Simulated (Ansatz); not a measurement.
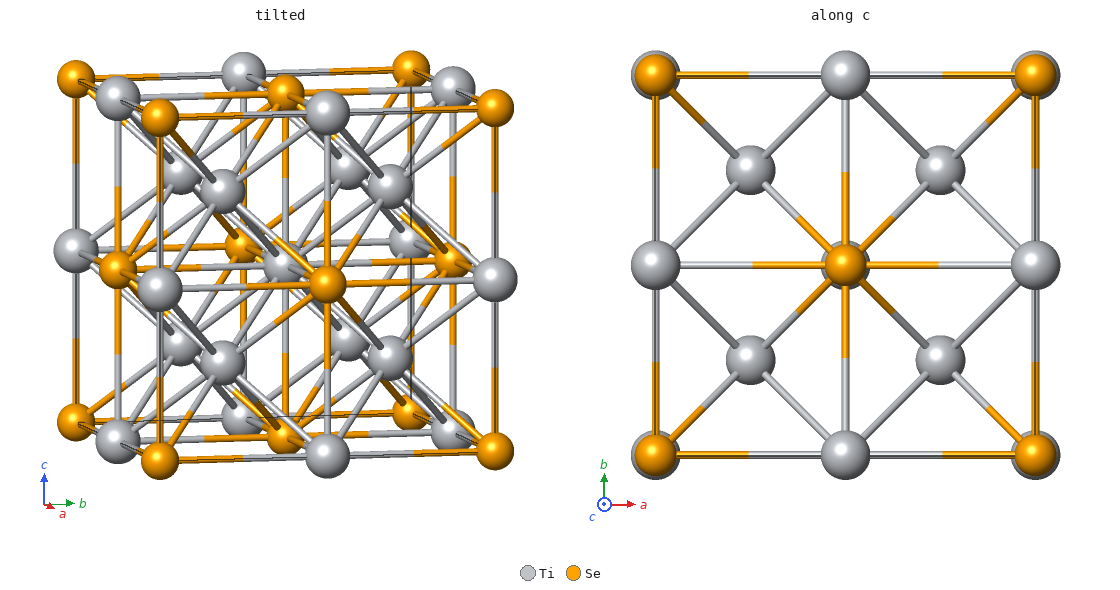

The crystal in a ball-and-stick representation, seen slightly off an axis and along the c axis. The wireframe shows the conventional unit cell. Cell: a = 6.35 Å, b = 6.35 Å, c = 6.35 Å, α = 90.00°, β = 90.00°, γ = 90.00°.

Origin of the cell: a structure type filled with these elements by a generator (whether the compound takes this form wasn't checked). Earlier steps of the study may have refined or changed the cell and positions. Ansatz was used for an electronic-structure calculation on it.

### What structure is drawn here?

The formula is Ti₃Se. The atoms follow space group Fm-3m (No. 225); the Bravais lattice is face-centred cubic. Type of structure: D0₃ (BiF₃ or Fe₃Al type). Atoms per cell: 16 (12 Ti, 4 Se). Around each Se lie 14 Ti at about 2.7 to 3.2 Å. Ti takes two kinds of site: 8c with four Ti and four Se in a cubic arrangement (about 2.7 Å to Ti, 2.7 Å to Se); 4b with eight Ti and six Se (about 2.7 Å to Ti, 3.2 Å to Se). Not all metal-metal contacts are counted. The bonds build a three-dimensional framework.

The numbers come from Ansatz, DFT PBE, scalar-relativistic, plane waves, PAW, using a kinetic-energy cutoff of 420 eV, k-points about 0.14 Å⁻¹ apart, Gaussian smearing of 0.1 eV, no spin polarisation.

### What is the band gap, if any?

A metal: bands cross the Fermi level.

### State the Bader charges by element.

Ti +0.12 to +0.64 e; Se -1.39 e.

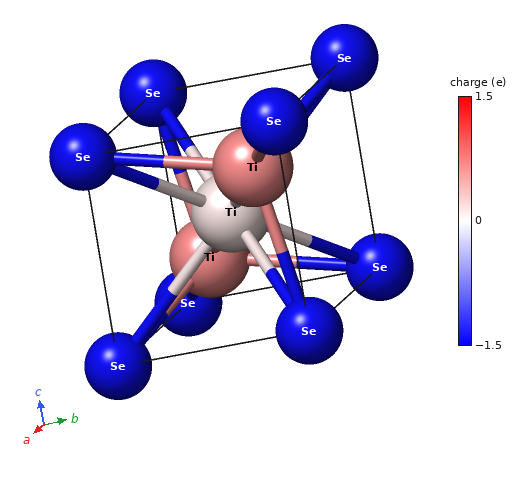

The atoms coloured by those charges. The run's cell of 4 atoms is drawn, so axes and origin can differ from the first picture.

### Is the structure relaxed at this level of theory?

Yes. All forces vanish to within 0.01 eV/Å. The pressure is 0.0 GPa, close to zero.
